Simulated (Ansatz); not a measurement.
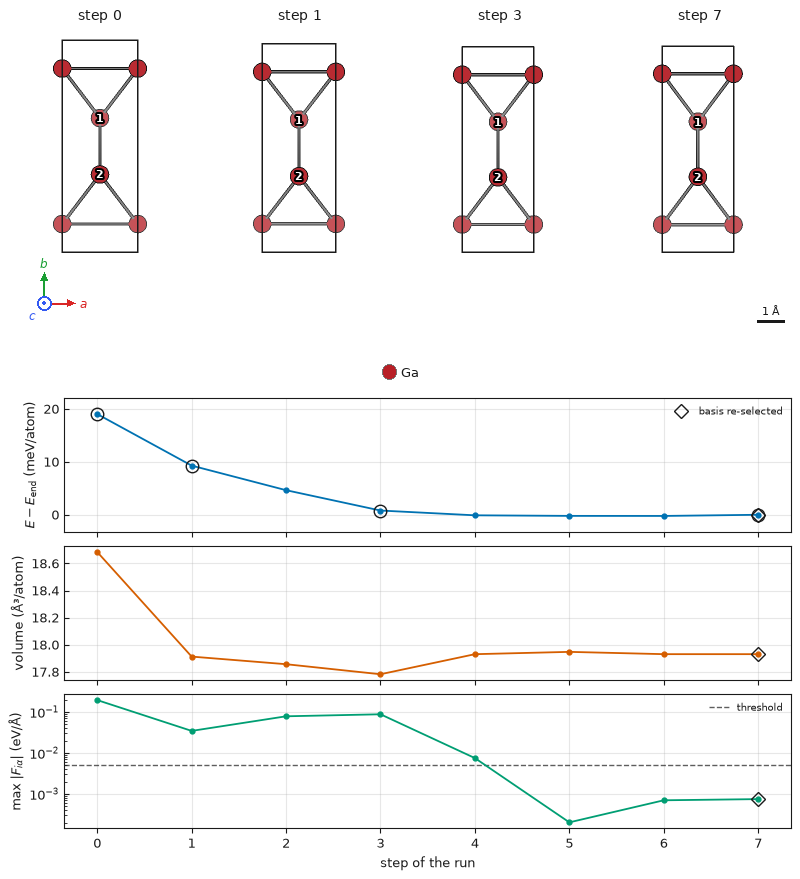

Frames of a relaxation of a crystal of Ga (set up in Cmcm), marked on the history of the run. A ball-and-stick model of the conventional cell (2 times the calculation's cell), seen along the c axis. Lengths and directions refer to the drawn axes.

The calculation used Ansatz, DFT PBEsol, scalar-relativistic, plane waves, PAW. Set-up: plane-wave cutoff 420 eV; k-point mesh 16 × 16 × 14; occupations gaussian; smearing width 0.1 eV; no spin polarisation; cell and atoms relaxed; force threshold 0.005 eV/Å; at most 80 steps.

> What happens along the run?

The largest moves relative to the cell, 0.007 Å, are those of Ga1 and Ga2. Ga1 goes along +b. The drawn cell changes as follows: a 2.900 → 2.738 Å (−5.6 %), b 8.130 → 7.905 Å (−2.8 %), c 3.170 → 3.314 Å (+4.5 %); the volume changes by −4.0 %. Some distances before and after: Ga1–Ga1 2.900 → 2.738 Å, Ga1–Ga2 2.869 → 2.827 Å, Ga1–Ga2 (another image) 2.681 → 2.688 Å. The space group stays Cmcm (No. 63). The energy falls by 19.0 meV per atom in 6 accepted moves (7 points after the start). Largest force component: 0.2 eV/Å at the start, 0.00075 eV/Å at the end. Pressure: −1.91 GPa at the start and 0.01 GPa at the end. The SCF was repeated once at an unchanged geometry on a basis and grid sized afresh for the cell, which shifted the energy by 0.2 meV per atom at most. From step 0 to 1: Ga atoms move most (0.02 Å), volume −4.1 %, energy −9.7 meV per atom. From step 1 to 3: volume −0.7 %, energy −8.5 meV per atom. From step 3 to 7: volume +0.8 %, energy −0.8 meV per atom.
